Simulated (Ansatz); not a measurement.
Single-point calculation, with input and output: AlN

The run: single-point calculation of AlN (Cm, 4 atoms in the cell). Method and program: DFT PBE, scalar-relativistic, plane waves, PAW, no spin polarisation (Ansatz 0.2.0).

The structure derives from an entry of the Crystallography Open Database. It belongs to a series of runs on one base structure; here: band edges of the strained film's bulk.

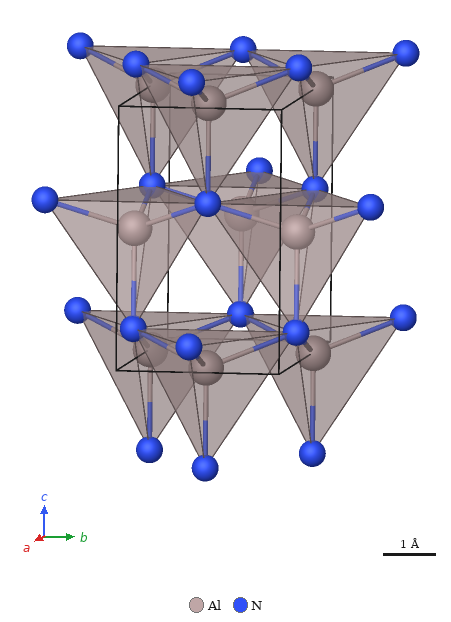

*The structure as given in the input (polyhedral view of the cell 2 times as large as that of the calculation, set on its symmetry axes, seen slightly off an axis; polyhedra are completed across the faces of the cell).*

### Key numbers

```json
{"quantity": "outcome", "value": "converged"}
{"quantity": "space group (tolerance 0.01 Å)", "value": "Cm (8)"}
{"quantity": "electrons treated", "value": "16"}
{"quantity": "free energy", "value": "−1848.3927 eV"}
{"quantity": "Fermi energy", "value": "8.327 eV"}
{"quantity": "gap on the k-point mesh", "value": "3.52 eV"}
{"quantity": "gap on the band path", "value": "3.52 eV"}
{"quantity": "pressure", "value": "−7.86 GPa"}
{"quantity": "largest force (length of the vector)", "value": "0.001 eV/Å"}
{"quantity": "hardware", "value": "4 threads of AMD EPYC (Zen 5), 64 GiB of memory available, shared host"}
{"quantity": "wall time", "value": "2.5 s (CPU time 9 s)"}
{"quantity": "peak memory", "value": "0.53 GiB"}
```

### Notes

Warnings of the run: the structure was made exactly symmetric; the k-point mesh lowers the symmetry that the run can use.

### Input file
```yaml
crystal:
  lattice:
    - [3.2184289305, -2.0e-09, -3.7285e-06]
    - [-1.6092144689, 5.9378482822, -0.0063198665]
    - [-1.6092171169, -1.3438919276, 2.3306223059]
  atoms:
    - { symbol: Al, position: [0.6723384668, 0.003252414, 0.341424064] }
    - { symbol: Al, position: [0.8372445407, 0.5030774564, 0.1714115601] }
    - { symbol: "N", position: [0.0507968533, 0.382041109, 0.7195536277] }
    - { symbol: "N", position: [0.2096201392, 0.8816290206, 0.5376107482] }
basis:
  ecutwfc: 420
kpoints:
  mp_grid: { grid: [9, 5, 11] }
  band_path: { path: [VBM, CBM], npoints: 2 }
hamiltonian:
  xc: pbe
scf:
  occupations: { method: gaussian, width: 0.02 }
output:
  forces: true
  stress: true
  eigenvalues: true
```

Launched with:
```bash
ansatz run input.yaml --threads 4 --pin off --max-ram 10240MiB --backend cpu --events-out ev --progress --plain --runs-dir out
```

### The program's output
```
Warning: the atoms were moved onto the symmetric positions of the space group found under crystal.symmetry.tolerance 1.0e-5 (fractional; no operation is sought that the atoms, as they stand in a round, miss by more than twice it, and no atom is moved by as much as it), and the run uses the moved positions. Before a round's move an operation carried an atom to 3.32e-6 Å from where it should land, the largest such distance. Atom 2 (counting from 0) moved farthest, by 1.66e-6 Å; the longest move in fractions of the cell, of whichever atom, is 0.05 of the tolerance, in 1 round. To run the atoms as typed, lower crystal.symmetry.tolerance until the operations that they miss are no longer found, or set crystal.symmetry.detect: false (a key that needs symmetry detection or time reversal refuses this as the deck is read). The positions used, in the order of the run's atom list: position: [0.672338239, 0.003252414, 0.341424064]; position: [0.83724450825, 0.5030774564, 0.1714115601]; position: [0.050797368349999976, 0.382041109, 0.7195536277]; position: [0.20961988440000004, 0.8816290206, 0.5376107482]; The lattice was moved too: crystal.lattice misses the space group found at crystal.symmetry.tolerance 1.0e-5 in a digit that the deck types, which is why this is a warning: making the lattice exact moves one of its numbers by a whole unit of that number's last typed decimal, or more. The operation that it misses by the most changes a squared length by the fraction 4.59e-6. The run uses the lattice that is a stretch of the typed one, with no rotation, onto the one that keeps every operation to a double's rounding (on a very oblique basis the stretch itself rounds by more); the deck's lattice vector that moved farthest moved by 3.70e-6 Å. To run the lattice as typed, set crystal.symmetry.tolerance under 4.59e-6, the least fraction by which an operation that the lattice misses changes a squared length (the same key also sets how far an atom may lie from its image, so lowering it can lose operations that the atoms keep only within it), or set crystal.symmetry.detect: false, as for the atoms. crystal.lattice made exact, in Å and degrees: [[3.2184289305021596, 1.9402311386865407e-9, -3.1680091570723536e-8], [-1.6092144688929408, 5.937848280229884, -0.006321714909954167], [-1.6092144414998237, -1.3438919295701124, 2.330620457491556]]. Pasted over the deck's crystal.lattice, beside positions in fractional coordinates, it runs the same cell (given as lengths and angles, that cell in the form's own orientation, a rigid turn of the misfit's size from the one run here, for which a checkpoint.post_process_only pass over this run's state can be refused: where this run relaxes nothing, give such a pass this deck's own crystal.lattice, as typed; behind a relaxation, as crystal.lattice, the state's own cell, identity.cell in its checkpoint.json), and a matrix so pasted ends this notice, except on a very skew basis of the lattice, where the rounding of the pasted numbers themselves can read as a misfit: the cell is then moved again, and that move is told again. The lattice as run is in this notice's lattice.as_run_ang field (Run.prep()["deck_notices"] in Python, the deck_notice line of an events file, deck_notices of ansatz run --dry-run=json, or deck_notices in record.json in the deck's checkpoint.write directory).
Warning: crystal.symmetry: narrowed to the stabiliser of the k-point mesh — unitary ops 2 → 1; excluded 1 operation that carries a point of the 9×5×11 mesh (shift [0, 0, 0]) off the mesh (the run samples exactly the mesh kpoints.mp_grid names, as under crystal.symmetry.detect: false, and its converged state has the mesh's symmetry, not the crystal's; ε∞, the Born charges and the force constants of a linear response (`dielectric:` by the response, `phonons.method: dfpt`) are averaged over those of the crystal's operations that the state keeps within a tolerance, where `mesh_tensors`, `unaveraged_element` or `gamma_mean_max_change_ev_ang2` stands beside them; a row that `dielectric.field_direction` solves alone is averaged likewise, with nothing beside; a Γ-centred mesh of equal divisions is mapped onto itself by every operation and keeps the whole group, as does a half-shifted one under kpoints.further_shifts: images)
Engine: ansatz 0.2.0, x86_64-unknown-linux-gnu
Pseudopotentials: kind: paw
Pseudopotential: Al, paw, valence charge 3, recommended cutoff 420 eV (normal), Al.paw.azcp
Pseudopotential: N, paw, valence charge 5, recommended cutoff 420 eV (normal), N.paw.azcp
Functional definition: PBE
  parameter kappa = 0.804
  parameter beta = 0.06672455060314922
  exchange = pbe_x(kappa = kappa, mu = beta*pi^2/3)
  correlation = pbe_c(beta = beta)
Crystal: 4 atoms, lattice volume = 44.512 Å³
Basis set: ecut = 420 eV, 875 PW (Γ), exchange–correlation on 48×90×48 points (8 copies of the dense FFT grid, shifted against one another)
Bands: 12, of which v1, the nominal top of the filled ones, is band 8 counted from 1 (7 counted from 0)
Symmetry: 1 space group operations
k-points: 248 of 495 (time reversal used)
Non-local potential: Al, projectors of the file, l = 0: 2, l = 1: 2, l = 2: 1
Non-local potential: N, projectors of the file, l = 0: 2, l = 1: 2, l = 2: 1
PAW form: soft (Blöchl's): semilocal exchange-correlation on the pseudo side does not see the compensation charge
PAW one-centre angular grid: Al, 110 points (default); XC on 64 Gauss nodes
PAW one-centre angular grid: N, 110 points (default); XC on 64 Gauss nodes
Initial density: superposition of atomic densities (neutral atoms: chi_scale 0, normalization atom), corrected by the library's trained network
Initial wavefunctions: pseudopotential atomic-orbital guess
Functional: x = pbe(κ = 0.804, μ = 0.2195149727645171), c = pbe(β = 0.06672455060314922)
SCF iter   1: F=—  HF=-1848.392264 eV  |F-HF|=—  |Δ(HF+E_count)|=         —  Δρ=8.85e-4  dr2=1.95e-4  ethr=1.77e-3  ⟨swp⟩=6.3  Hψ=20490  notcnv=0
preconditioner: auto → none  [insulator: Δε(μ)=3.516 eV  Ē_g=12.597 eV  σ=0.020 eV  W_gap=1.00  n_scr=6 (ndim 8)  ℏωp=22.3 eV  f_vac=0.000  D(μ)=0.00/eV (n_scr^D=0)  ε∞_Penn≈4.1]
SCF iter   2: F=—  HF=-1848.392567 eV  |F-HF|=—  |Δ(HF+E_count)|=   3.03e-4  Δρ=4.05e-4  dr2=2.65e-5  ethr=1.22e-6  ⟨swp⟩=2.4  Hψ=7074  notcnv=0
SCF iter   3: F=—  HF=-1848.392653 eV  |F-HF|=—  |Δ(HF+E_count)|=   8.60e-5  Δρ=8.10e-5  dr2=1.42e-6  ethr=1.66e-7  ⟨swp⟩=2.5  Hψ=5010  notcnv=0
SCF iter   4: F=—  HF=-1848.392657 eV  |F-HF|=—  |Δ(HF+E_count)|=   3.66e-6  Δρ=1.35e-5  dr2=1.08e-7  ethr=8.85e-9  ⟨swp⟩=2.0  Hψ=4580  notcnv=0
iter 5 did not close the SCF: its close was put off for the readings that it lacked (scf_convergence_deferred on its scf_iter line)
SCF iter   5: F=-1848.392657 eV  HF=-1848.392657 eV  |F-HF|=2.34e-9  |Δ(HF+E_count)|=   1.85e-8  Δρ=5.27e-6  dr2=1.40e-8  ethr=6.78e-10  ⟨swp⟩=2.1  Hψ=4406  notcnv=0
SCF iter   6: F=-1848.392657 eV  HF=-1848.392657 eV  |F-HF|=1.03e-10  |Δ(HF+E_count)|=   3.00e-9  Δρ=1.44e-6  dr2=9.80e-10  ethr=8.77e-11  ⟨swp⟩=2.0  Hψ=9389  notcnv=0
SCF 1 converged in 6 iterations: F = -1848.392657 eV  dr2 = 9.80e-10
  greatest PAW one-centre occupation: 0.785 electrons in one spin orbital (limit 2), on the N atom at site 3 (counted from 0), in its partial waves of l = 0
```

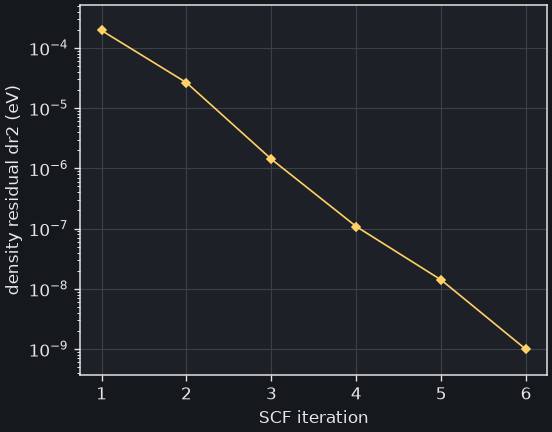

*Convergence of the self-consistent field: density residual dr2 against the SCF iteration.*

The residual falls at every step.

```
NSCF: frozen V_eff on 112 k-points
NSCF: frozen V_eff on 112 k-points
NSCF: frozen V_eff on 112 k-points
NSCF: frozen V_eff on 112 k-points
NSCF: frozen V_eff on 12 k-points
NSCF: frozen V_eff on 7 k-points
NSCF: frozen V_eff on 7 k-points
NSCF: frozen V_eff on 7 k-points
NSCF: frozen V_eff on 7 k-points
NSCF: frozen V_eff on 7 k-points
NSCF: frozen V_eff on 3 k-points
SCF converged after 6 iterations
Free energy (F): -1848.392657 eV
Harris-Foulkes:  -1848.392657 eV  (|F-HF|=1.03e-10)
Internal energy: -1848.392657 eV  (E = F + TS)
E sigma→0 (E₀):  -1848.392657 eV
Fermi energy:    8.327500 eV
--- Per-component energies (eV) ---
  E_band       = 22.096843
  E_kinetic    = 313.403966
  E_local      = -459.069501  (includes V_loc(G=0)·N_el)
  E_nonlocal   = 109.778680
  E_hartree    = 158.755117
  E_xc         = -202.086184
  E_vxc        = -213.871596  (∫ρ·V_xc dr)
  E_paw        = -1189.470638  (= ΣΔE_a)
  E_vpaw       = -45.655330  (= ΣTr[D̂ρ^β])
  E_aug_tail   = 0.000194  (compensation charges beyond the density's cutoff)
  E_ewald      = -579.704292
  E_smearing   = -0.000000  (= −TS)
  E_closure    = 0.000000  (closes the sum)
  Σ components = -1848.392657   (vs F -1848.392657, Δ=0.00e0)
--- Forces (eV/Å), atoms counted from 1 ---
  atom   1  Al     0.00001353    -0.00059789    -0.00038932
  atom   2  Al     0.00000648     0.00015234     0.00034079
  atom   3  N     -0.00001154    -0.00000811    -0.00000875
  atom   4  N     -0.00000866     0.00044187     0.00005767
  max |Σ_I F_I| component: 1.18e-5 eV/Å
--- Stress (GPa, compression-positive) ---
      -10.753120      -0.000059      -0.000327
       -0.000059     -12.816289       0.017439
       -0.000327       0.017451       0.002030
  P = ⅓ Tr σ = -7.8558 GPa (-78.558 kbar)
--- Band table (eV; the first three rows and the last of 248) ---
  k-point 0: bands = ["-8.3043", "-6.4079", "0.7368", "5.6022", "5.8946", "6.2363", "6.2892", "6.5691", "10.0859", "12.7124", "16.4072", "16.9890"]
  k-point 1: bands = ["-8.1669", "-6.4122", "0.9786", "5.4219", "5.4634", "5.9012", "6.2018", "6.2087", "10.7410", "13.1282", "16.0598", "16.9691"]
  k-point 2: bands = ["-7.7739", "-6.4034", "1.5896", "4.3111", "4.8341", "5.1768", "5.9064", "6.0359", "11.7784", "13.7350", "15.0469", "16.1292"]
  k-point 247: bands = ["-6.7234", "-5.9313", "1.4980", "2.4112", "3.3797", "4.5545", "5.1453", "5.7133", "12.0364", "12.9644", "14.7547", "15.8471"]
```
